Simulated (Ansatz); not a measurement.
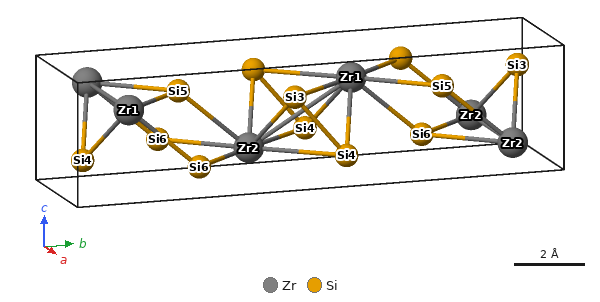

The starting point is crystalline ZrSi$_{2}$ (set up in Cmcm). A ball-and-stick model of the conventional cell (2 times the calculation's cell), seen slightly off an axis. Lengths and directions refer to the drawn axes.

These are results of DFT PBE, scalar-relativistic, plane waves, PAW in Ansatz 0.2.0, not measurements. (plane-wave cutoff 420 eV; occupations gaussian; smearing width 0.1 eV; no spin polarisation) The k-mesh is chosen for each cell (10×10×10, 12×12×10).

Change: The crystal is put under a hydrostatic pressure of 90 GPa. Cell and atoms are relaxed at that pressure.

Input
```yaml
crystal:
  lattice:
    - [1.6924961453, -6.3553384523, 0.0]
    - [1.6924961453, 6.3553384523, 0.0]
    - [0.0, 0.0, 3.3723977605]
  atoms:
    - { symbol: Zr, position: [0.8988976242, 0.1011023758, 0.75] }
    - { symbol: Zr, position: [0.1011023758, 0.8988976242, 0.25] }
    - { symbol: Si, position: [0.560694063, 0.439305937, 0.75] }
    - { symbol: Si, position: [0.439305937, 0.560694063, 0.25] }
    - { symbol: Si, position: [0.2501765753, 0.7498234247, 0.75] }
    - { symbol: Si, position: [0.7498234247, 0.2501765753, 0.25] }
basis:
  ecutwfc: 420
kpoints:
  mp_grid: { grid: [12, 12, 10] }
hamiltonian:
  xc: pbe
scf:
  occupations: { method: gaussian, width: 0.1 }
output:
  forces: true
  stress: true
  eigenvalues: true
relax:
  adjacent_minimum: "off"
  f_tol: 0.008
  max_steps: 50
  cell: { stress_tol: 0.08, p_target: 90.0 }
```

Command:
```bash
ansatz run input.yaml --threads 1 --pin off --max-ram 2560MiB --backend cpu --events-out ev --progress --plain --runs-dir out
```

Predict the response.

Answer. The drawn cell changes as follows: a 3.705 → 3.387 Å (−8.6 %), b 14.788 → 12.331 Å (−16.6 %), c 3.679 → 3.363 Å (−8.6 %); the volume changes by −30.3 %. The largest moves relative to the cell, 0.15 Å, are those of Si3 and Si4. Si4 goes along +b. Largest moves by element: Si 0.15 Å, Zr 0.08 Å. Some distances before and after: Zr–Zr 3.618 → 2.967 Å, Si–Zr 2.987 → 2.643 Å, Zr–Zr 3.705 → 3.387 Å, Si–Zr 2.826 → 2.510 to 2.514 Å. The space group stays Cmcm (No. 63). It costs 1067 meV per atom. (The two runs use different k-meshes.) The pressure goes from 0.0 to 90.0 GPa. It is metallic before and after.

Drawn alike, the variant:

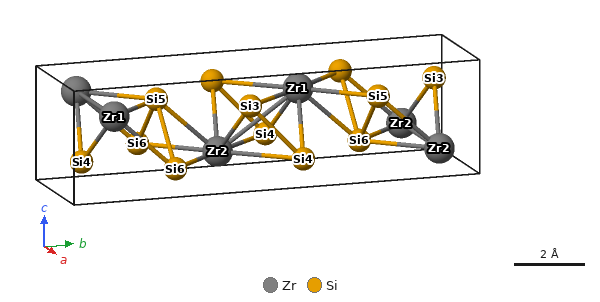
